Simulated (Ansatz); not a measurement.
## Energy of HfN along an even scaling of the cell

System: HfN (Pm-3m, 2 atoms in the cell).
Method: Kohn-Sham DFT of a periodic cell, LDA, Ansatz PAW, no spin polarisation (Ansatz 0.2.0).

The 5 runs differ only in the geometry, by an even scaling of the cell at fixed fractional positions. The structure was built on a prototype by a generator; it need not be a known phase.

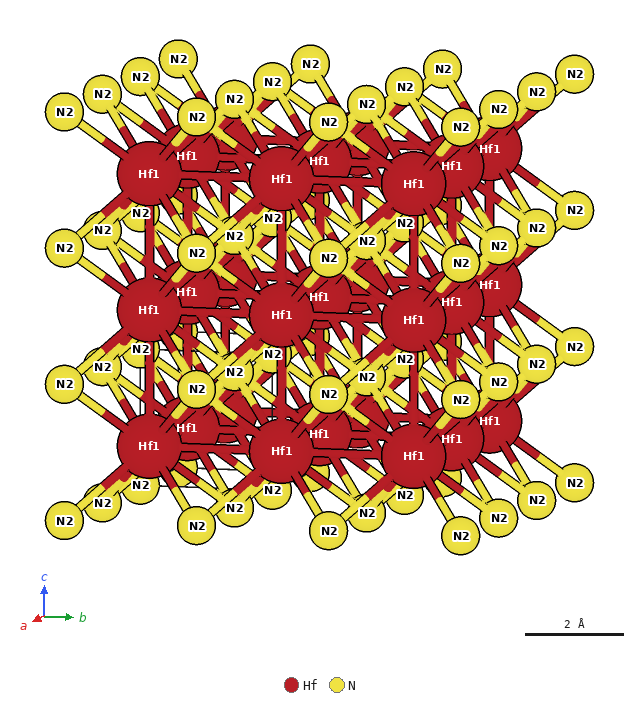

Figure 1. The structure of run 3 (ball-and-stick view of the cell of the calculation, repeated 3 × 3 × 3, seen slightly off an axis; atoms are numbered from 1 in the order of the input).

### Input of run 3
```yaml
crystal:
  lattice:
    - [2.82503, 0.0, 0.0]
    - [0.0, 2.82503, 0.0]
    - [0.0, 0.0, 2.82503]
  atoms:
    - { symbol: Hf, position: [0.5, 0.5, 0.5] }
    - { symbol: "N", position: [0.0, 0.0, 0.0] }
hamiltonian:
  xc: lda
  pseudopotentials: { kind: paw }
kpoints:
  mp_grid: { grid: [9, 9, 9] }
scf:
  occupations: { method: fermi_dirac, width: 0.05 }
output:
  forces: true
  stress: true
  eigenvalues: true
```

Command:
```bash
ansatz run input.yaml --threads 2 --pin off --max-ram 5632MiB --backend cpu --events-out ev --progress --plain --runs-dir out
```

Run 4 differs from it as follows:
```diff
-    - [2.82503, 0.0, 0.0]
-    - [0.0, 2.82503, 0.0]
-    - [0.0, 0.0, 2.82503]
+    - [2.8622057106, 0.0, 0.0]
+    - [0.0, 2.8622057106, 0.0]
+    - [0.0, 0.0, 2.8622057106]
```

### Results, with one run withheld

```csv
run,volume per atom (Å³),"free energy per atom, from the lowest run given (meV)",pressure (GPa)
1,10.597,0.00,−0.04
2,11.048,15.45,−10.52
3,11.273,33.37,−14.95
4,11.724,?,?
5,11.949,120.22,−25.58
```

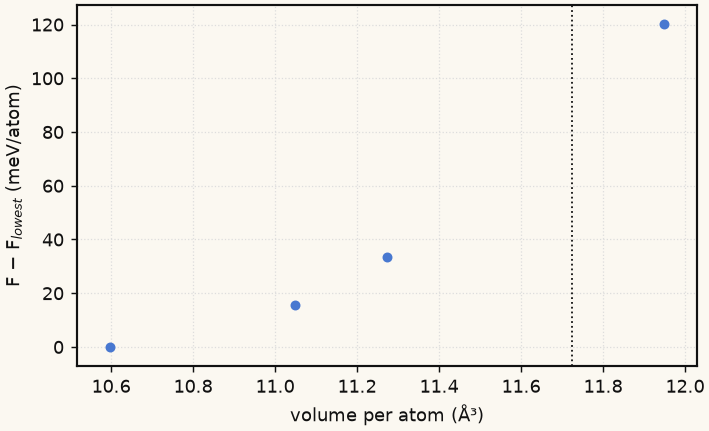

Figure 2. Free energy per atom of the runs given; the dotted line marks run 4.

Estimate the energy of run 4 from the others.

A quadratic polynomial in V^(−2/3) (the Birch–Murnaghan form), fitted to the 4 runs given, misses them by at most 0.01 meV per atom. With x = V^(−2/3) − 0.19977 Å⁻², it reads F = 26.849 − 7099.4 x + 4.6925e+05 x² (meV per atom). At run 4 it gives 86.36 meV per atom, and the run itself gives 86.42. The slope of the fit gives a pressure −dF/dV of −22.48 GPa there, and the run prints −22.43 GPa. The fit has no minimum inside this range.

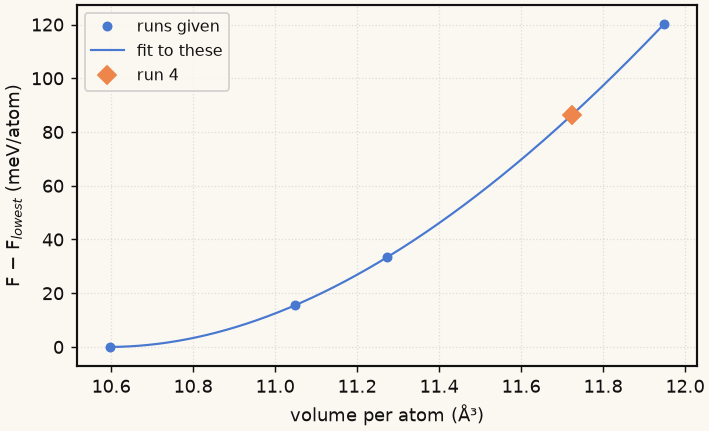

Figure 3. The fit and the withheld run.

### Output, shortened to warnings, some set-up lines, iterations and results (run 4)
```
Basis set: ecut = 420 eV, 461 PW (Γ)
Symmetry: 48 space group operations
k-points: 35 of 729
Initial density: superposition of atomic densities (neutral atoms: chi_scale 0, normalization atom), corrected by the library's trained network
[...]
SCF iter   1: F=—  HF=-15852.526753 eV  |F-HF|=—  |Δ(HF+E_count)|=         —  Δρ=7.06e-3  dr2=6.21e-3  ethr=1.77e-3  ⟨swp⟩=4.9  Hψ=2737  notcnv=0
SCF iter   2: F=—  HF=-15852.525220 eV  |F-HF|=—  |Δ(HF+E_count)|=   1.53e-3  Δρ=4.09e-3  dr2=2.15e-3  ethr=2.00e-5  ⟨swp⟩=1.8  Hψ=1043  notcnv=0
SCF iter   3: F=—  HF=-15852.524563 eV  |F-HF|=—  |Δ(HF+E_count)|=   6.57e-4  Δρ=2.76e-4  dr2=1.15e-5  ethr=6.93e-6  ⟨swp⟩=2.1  Hψ=1198  notcnv=0  defer=1
SCF iter   4: F=—  HF=-15852.524554 eV  |F-HF|=—  |Δ(HF+E_count)|=   9.03e-6  Δρ=2.29e-4  dr2=6.04e-6  ethr=3.71e-8  ⟨swp⟩=2.9  Hψ=1347  notcnv=0  defer=1
SCF iter   5: F=—  HF=-15852.524550 eV  |F-HF|=—  |Δ(HF+E_count)|=   3.15e-6  Δρ=6.67e-5  dr2=5.07e-7  ethr=1.95e-8  ⟨swp⟩=2.0  Hψ=1149  notcnv=0  defer=1
SCF iter   6: F=-15852.524551 eV  HF=-15852.524551 eV  |F-HF|=3.21e-9  |Δ(HF+E_count)|=   1.45e-7  Δρ=1.69e-5  dr2=2.73e-8  ethr=3.23e-10  ⟨swp⟩=5.6  Hψ=2868  notcnv=0
SCF 1 converged in 6 iterations: F = -15852.524551 eV  dr2 = 2.73e-8
SCF converged after 6 iterations
Free energy (F): -15852.524551 eV
Harris-Foulkes:  -15852.524551 eV  (|F-HF|=3.21e-9)
Internal energy: -15852.513307 eV  (E = F + TS)
E sigma→0 (E₀):  -15852.518929 eV
Entropy (-TS):   -0.011244 eV (-5.622 meV/atom)
Fermi energy:    21.898790 eV
--- Per-component energies (eV) ---
  E_band       = 153.126940
  E_kinetic    = 553.242919
  E_local      = -4801.250578  (includes V_loc(G=0)·N_el)
  E_nonlocal   = -1186.407005
  E_hartree    = 2266.680468
  E_xc         = -357.287305
  E_vxc        = -343.054099  (∫ρ·V_xc dr)
  E_paw        = -6802.389291  (= ΣΔE_a)
  E_vpaw       = 1397.246253  (= ΣTr[D̂ρ^β])
  E_aug_tail   = 0.000087  (compensation charges beyond the density's cutoff)
  E_ewald      = -5527.639888
  E_core_change = 2.537287  (= ΣΔE_core)
  E_smearing   = -0.011244  (= −TS)
  E_closure    = -0.000000  (closes the sum)
  Σ components = -15852.524551   (vs F -15852.524551, Δ=0.00e0)
--- Forces (eV/Å), atoms counted from 1 ---
  atom   1  Hf     0.00000000    -0.00000000     0.00000000
  atom   2  N     -0.00000000     0.00000000    -0.00000000
  max |Σ_I F_I| component: 2.72e-29 eV/Å
--- Stress (GPa, compression-positive) ---
      -22.429176       0.000000       0.000000
        0.000000     -22.429176       0.000000
        0.000000       0.000000     -22.429176
  P = ⅓ Tr σ = -22.4292 GPa (-224.292 kbar)
```

Notes: Spin–orbit coupling is left out, which matters for Hf. The cell holds an odd number of electrons but the run has no spin polarisation, so it comes out as a metal.
